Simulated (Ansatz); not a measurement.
Pd

Input

```
crystal:
  lattice:
    - [2.8649494918, 0.0, 0.0]
    - [-1.4324747459, 2.4811190405, 0.0]
    - [0.0, 0.0, 4.774576132]
  atoms:
    - { symbol: Pd, position: [0.6666666667, 0.3333333333, 0.75], spin: 0.41 }
    - { symbol: Pd, position: [0.3333333333, 0.6666666667, 0.25], spin: 0.41 }
basis:
  ecutwfc: 420
kpoints:
  mp_grid: { grid: [18, 18, 10] }
hamiltonian:
  xc: pbe
scf:
  occupations: { method: gaussian, width: 0.1 }
output:
  forces: true
  stress: true
  eigenvalues: true
  populations: true
  write_density: true
  write_potential: true
  elf: true
  volumetric_format: npy
magnetization:
  spin_polarized: true
relax:
  adjacent_minimum: "off"
  f_tol: 0.01
  max_steps: 30
  cell: { stress_tol: 0.1, fix: [volume] }
```

Command:

```sh
ansatz run input.yaml --threads 1 --pin off --max-ram 2560MiB --backend cpu --events-out ev --progress --plain --runs-dir out
```

Below, planes, directions and counts refer to the conventional cell (a = 2.86 Å, b = 2.86 Å, c = 4.78 Å, α = 90.00°, β = 90.00°, γ = 120.00°).

The fields are those of the relaxed geometry.

Space group P6₃/mmc; a structure from a database of computed crystals, not necessarily the ambient phase; changed on purpose from its base cell (volume × 1.10, shape and atoms relaxed); computed pressure about −12 GPa in this cell; spin-polarised.

Level of theory: DFT PBE, scalar-relativistic, plane waves, PAW in Ansatz 0.2.0.

In a PAW calculation such maps are meaningful between the atoms, not at the nuclei.

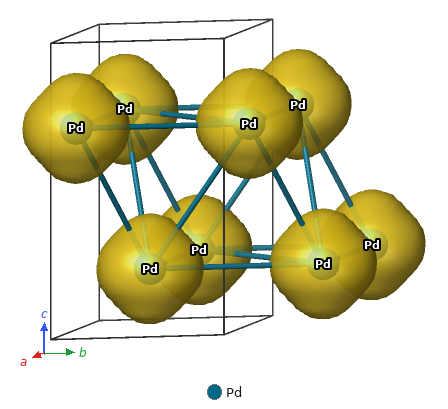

Figure 1. Isosurface of the spin density at +0.05 e/Å³ (yellow), seen slightly off an axis. Sticks mark near contacts.

Where is the spin, and how is it ordered?

The spin density sits on Pd: +0.4 μB (×2) in one cell of 2 atoms: parallel main moments (a ferromagnetic arrangement) in this solution. The cell of the calculation (2 atoms) carries 0.8 μB of net spin moment.

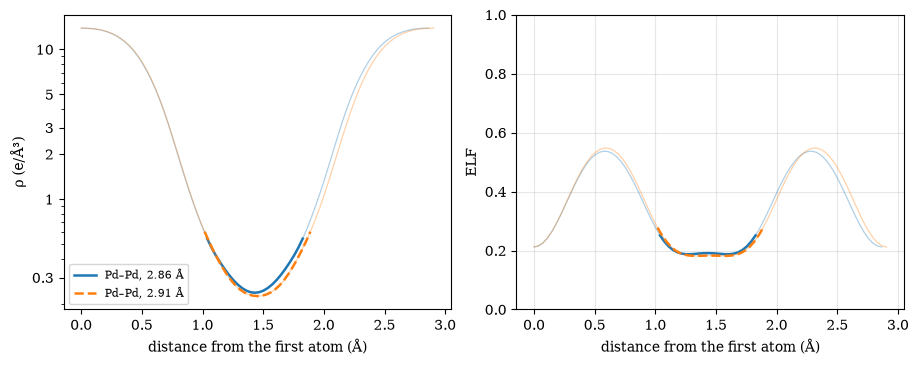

Figure 2. Valence electron density and electron localisation function along straight lines between neighbouring atoms. Thin, pale parts lie inside the atomic spheres.

Compare the contacts.

Pd–Pd (2.86 Å): ρ at the midpoint is about 0.24 e/Å³; the ELF is about 0.20 at the midpoint (no shared electron pair shows on this line).
Pd–Pd (2.91 Å): ρ is about 0.23 e/Å³ halfway; the ELF is about 0.20 at the midpoint: no localised pair shows between them.

Metal or insulator at this level of theory?

It is gapless in this calculation (a metal or semimetal).
